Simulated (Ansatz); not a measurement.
## Run report: Cu, single-point calculation (part 2 of 2)

Continued. System: Cu (Fm-3m, 16 atoms in the cell). Method: DFT PBE, scalar-relativistic, plane waves, PAW, no spin polarisation (Ansatz 0.2.0); cutoff 420 eV, 5×5×5 k-mesh, Gaussian smearing of 0.1 eV. The structure derives from a Materials Project entry. It belongs to a series of runs on one base structure; here: the perfect crystal in a cell of 16 atoms.

Geometry of the input (Å; fractional positions):
```
3.6298  3.6298  -3.6298
-3.6298  -3.6298  -3.6298
-3.6298  3.6298  3.6298
Cu 0.2500  0.7500  0.0000
Cu 0.5000  0.5000  0.0000
Cu 0.7500  0.2500  0.0000
Cu 0.7500  0.7500  0.5000
Cu -0.0000  0.7500  0.2500
Cu 0.2500  0.5000  0.2500
Cu 0.5000  0.2500  0.2500
Cu 0.7500  0.0000  0.2500
Cu 0.0000  0.0000  0.0000
Cu 0.5000  0.7500  0.7500
Cu 0.7500  0.5000  0.7500
Cu -0.0000  0.5000  0.5000
Cu 0.2500  0.2500  0.5000
Cu 0.5000  0.0000  0.5000
Cu -0.0000  0.2500  0.7500
Cu 0.2500  0.0000  0.7500
```

### Output, continued
```
  k-point 1: bands = ["-96.0365", "-96.0274", "-96.0257", "-96.0257", "-96.0257", "-96.0257", "-96.0240", "-96.0240", "-96.0232", "-96.0232", "-96.0232", "-96.0232", "-96.0222", "-96.0205", "-96.0205", "-96.0201", "-53.4468", "-53.4461", "-53.4461", "-53.4327", "-53.4327", "-53.4327", "-53.4327", "-53.4268", "-53.4268", "-53.4267", "-53.4259", "-53.4259", "-53.4259", "-53.4259", "-53.4146", "-53.4118", "-53.3984", "-53.3984", "-53.3984", "-53.3984", "-53.3958", "-53.3958", "-53.3958", "-53.3921",
      "-53.3921", "-53.3906", "-53.3906", "-53.3903", "-53.3850", "-53.3850", "-53.3850", "-53.3850", "-53.3817", "-53.3743", "-53.3717", "-53.3717", "-53.3717", "-53.3717", "-53.3714", "-53.3714", "-53.3659", "-53.3659", "-53.3659", "-53.3659", "-53.3621", "-53.3584", "-53.3542", "-53.3529", "7.4292", "10.5995", "11.3150", "11.3150", "11.3150", "11.3150", "11.7525", "11.7525", "11.8090", "11.9344", "11.9344", "12.1772", "12.1772", "12.1772", "12.1772", "12.2242",
      "12.2242", "12.2249", "12.4729", "12.9052", "12.9209", "12.9209", "13.0491", "13.0735", "13.0735", "13.0735", "13.0735", "13.0807", "13.0807", "13.0807", "13.0807", "13.1878", "13.1878", "13.1973", "13.2135", "13.2135", "13.2135", "13.2135", "13.3907", "13.3907", "13.3907", "13.3907", "13.4875", "13.5243", "13.5850", "13.5958", "13.9388", "13.9388", "13.9388", "13.9388", "14.0244", "14.0252", "14.0252", "14.0252", "14.0252", "14.1180",
      "14.1572", "14.2080", "14.2080", "14.3197", "14.3672", "14.4119", "14.4119", "14.4119", "14.4119", "14.4612", "14.4612", "14.5915", "14.5967", "14.5967", "14.5967", "14.5967", "14.7109", "14.7608", "14.7608", "14.8263", "14.8835", "14.8835", "15.0183", "15.0183", "15.0362", "15.2175", "15.6154", "15.6154", "15.6154", "15.6154", "16.2913", "16.2913", "17.0476", "17.0476", "17.0476", "17.0476", "17.5715", "17.5715", "18.0329", "18.5673",
      "23.5546", "23.5546", "23.5546", "23.5546", "23.6139", "23.7768", "24.5341", "24.5341", "25.6469", "25.8166", "25.8166", "25.8166", "25.8166", "26.3146", "26.3146", "27.2275", "27.4095", "27.4095", "28.0687", "28.0687", "28.0687", "28.0687", "28.7161"]
  k-point 2: bands = ["-96.0342", "-96.0309", "-96.0265", "-96.0265", "-96.0265", "-96.0265", "-96.0229", "-96.0229", "-96.0224", "-96.0224", "-96.0224", "-96.0224", "-96.0216", "-96.0216", "-96.0208", "-96.0203", "-53.4400", "-53.4400", "-53.4400", "-53.4400", "-53.4388", "-53.4380", "-53.4380", "-53.4306", "-53.4306", "-53.4277", "-53.4277", "-53.4277", "-53.4277", "-53.4265", "-53.4187", "-53.4065", "-53.3957", "-53.3950", "-53.3950", "-53.3950", "-53.3950", "-53.3947", "-53.3947", "-53.3932",
      "-53.3932", "-53.3869", "-53.3869", "-53.3864", "-53.3808", "-53.3795", "-53.3795", "-53.3757", "-53.3757", "-53.3757", "-53.3757", "-53.3747", "-53.3738", "-53.3738", "-53.3738", "-53.3738", "-53.3693", "-53.3674", "-53.3674", "-53.3674", "-53.3674", "-53.3600", "-53.3577", "-53.3546", "8.1341", "9.2422", "10.9710", "10.9710", "10.9710", "10.9710", "11.8910", "11.8910", "12.0111", "12.0111", "12.0979", "12.2486", "12.2486", "12.2486", "12.2486", "12.3998",
      "12.4058", "12.4058", "12.4450", "12.6087", "12.6641", "12.6641", "12.9669", "12.9669", "12.9669", "12.9669", "13.1408", "13.1408", "13.1408", "13.1408", "13.1735", "13.3444", "13.3920", "13.3920", "13.4341", "13.4341", "13.4341", "13.4341", "13.4967", "13.4967", "13.4967", "13.4967", "13.5473", "13.6903", "13.6960", "13.7062", "13.8253", "13.8253", "13.8253", "13.8253", "13.8913", "13.9922", "13.9922", "13.9922", "13.9922", "14.0635",
      "14.0635", "14.0820", "14.0989", "14.2163", "14.3682", "14.4330", "14.5017", "14.5017", "14.6186", "14.6725", "14.6725", "14.6878", "14.6896", "14.6896", "14.6896", "14.6896", "14.7376", "14.7376", "14.7908", "14.8350", "14.8350", "14.8350", "14.8350", "14.8776", "14.8776", "14.9422", "15.1268", "15.1268", "15.1268", "15.1268", "16.5360", "16.5360", "16.9672", "16.9672", "18.2334", "18.2334", "18.2334", "18.2334", "19.9393", "20.6532",
      "21.1983", "21.1983", "21.1983", "21.1983", "21.7090", "23.6556", "24.1108", "24.5788", "25.4332", "25.4332", "25.4332", "25.4332", "26.8887", "26.8887", "26.8945", "26.8945", "27.7935", "27.7935", "27.7971", "27.7971", "28.4299", "28.4299", "29.7126"]
  k-point 9: bands = ["-96.0313", "-96.0285", "-96.0285", "-96.0285", "-96.0285", "-96.0260", "-96.0244", "-96.0244", "-96.0244", "-96.0244", "-96.0203", "-96.0203", "-96.0203", "-96.0203", "-96.0201", "-96.0201", "-53.4528", "-53.4528", "-53.4528", "-53.4528", "-53.4296", "-53.4296", "-53.4222", "-53.4222", "-53.4222", "-53.4222", "-53.4195", "-53.4195", "-53.4195", "-53.4195", "-53.4166", "-53.4117", "-53.4117", "-53.4039", "-53.4039", "-53.4039", "-53.4039", "-53.3921", "-53.3921", "-53.3897",
      "-53.3897", "-53.3897", "-53.3897", "-53.3865", "-53.3780", "-53.3780", "-53.3731", "-53.3731", "-53.3731", "-53.3731", "-53.3705", "-53.3705", "-53.3705", "-53.3705", "-53.3696", "-53.3696", "-53.3696", "-53.3696", "-53.3678", "-53.3678", "-53.3678", "-53.3678", "-53.3659", "-53.3659", "9.0293", "10.0364", "10.0364", "10.0364", "10.0364", "10.8210", "11.5125", "11.5125", "11.5125", "11.5125", "12.3426", "12.3426", "12.4772", "12.4772", "12.4772", "12.4772",
      "12.6200", "12.7128", "12.7128", "12.8453", "12.8453", "12.8453", "12.8453", "12.9870", "12.9870", "12.9870", "12.9870", "13.0391", "13.0391", "13.0391", "13.0391", "13.0472", "13.4313", "13.4313", "13.4869", "13.4869", "13.4869", "13.4869", "13.5411", "13.5411", "13.5411", "13.5411", "13.7791", "13.7791", "13.7791", "13.7791", "13.9656", "13.9787", "13.9787", "14.0691", "14.1993", "14.1993", "14.1993", "14.1993", "14.2843", "14.2843",
      "14.2843", "14.2843", "14.3179", "14.3179", "14.3179", "14.3179", "14.3964", "14.3964", "14.4396", "14.4396", "14.5469", "14.5476", "14.5476", "14.5476", "14.5476", "14.6780", "14.6780", "14.6780", "14.6780", "14.7160", "14.8911", "14.8911", "14.8911", "14.8911", "15.0157", "15.0157", "15.0157", "15.0157", "15.0687", "15.0687", "15.7453", "15.7453", "15.7453", "15.7453", "20.5342", "20.5342", "20.5342", "20.5342", "21.3034", "21.3034",
      "21.4033", "21.4033", "21.4033", "21.4033", "22.8009", "22.8009", "22.8009", "22.8009", "24.0846", "24.0846", "24.3412", "24.3412", "25.0338", "25.0338", "25.0338", "25.0338", "25.7536", "25.7536", "26.4028", "26.4028", "26.4028", "26.4028", "31.8860"]
```

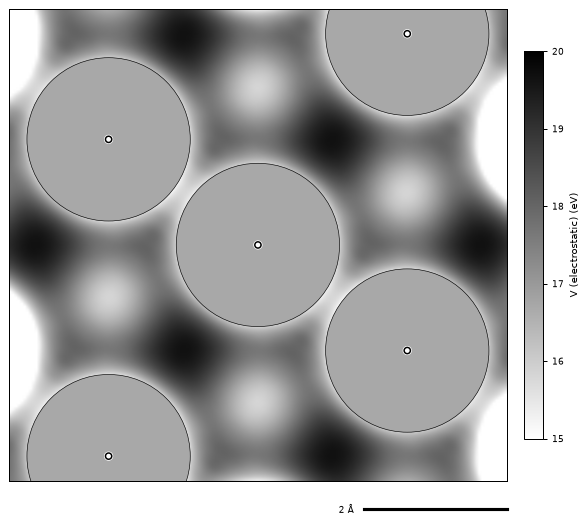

Electrostatic potential (local pseudopotential plus Hartree) felt by an electron on the (100) plane of the calculation cell. Circles mark the nuclei in the plane (Cu). Grey discs, where drawn, cover atomic cores. Atoms in the plane: Cu. Outside the cores the potential energy rises away from the atoms and is highest about 1.8 Å from the nearest atoms; outside the discs it spans about 4 eV, and its zero is arbitrary. Core electrons are frozen (PAW), so the fields are smoothed inside the atomic spheres.

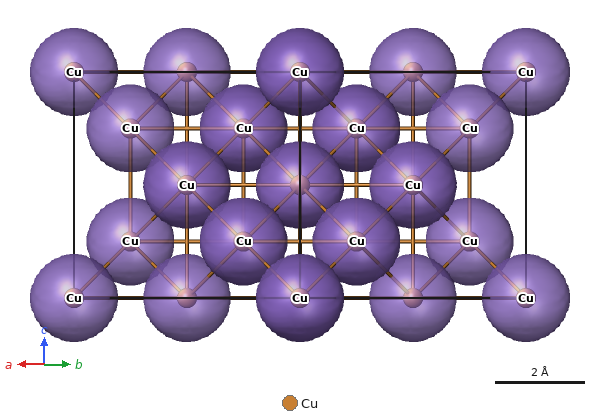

Isosurface of the valence charge density (pseudo) at 0.4 e/Å³ (purple), seen along [110]. Sticks mark near contacts. The outline is the calculation cell. At this value the density breaks into separate islands; it holds about 90 % of the electrons treated as valence (semicore included). It is pinched off along the Cu–Cu (2.57 Å) contacts. On the grid the lowest density along these lines, outside the cores, is 0.26 e/Å³ (Cu–Cu, 2.57 Å).

### Summary

| quantity | value |
| --- | --- |
| outcome | converged |
| space group (tolerance 0.01 Å) | Fm-3m (225) |
| electrons treated | 304 |
| free energy | −106002.8095 eV |
| Fermi energy | 16.496 eV |
| gap on the k-point mesh | none (metallic) |
| pressure | −0.01 GPa |
| largest force (length of the vector) | under 0.001 eV/Å |
| hardware | 4 threads of Intel Xeon @ 2.70GHz, 189 GiB of memory available, shared host |
| wall time | 9.4 s (CPU time 34 s) |
| peak memory | 1.1 GiB |
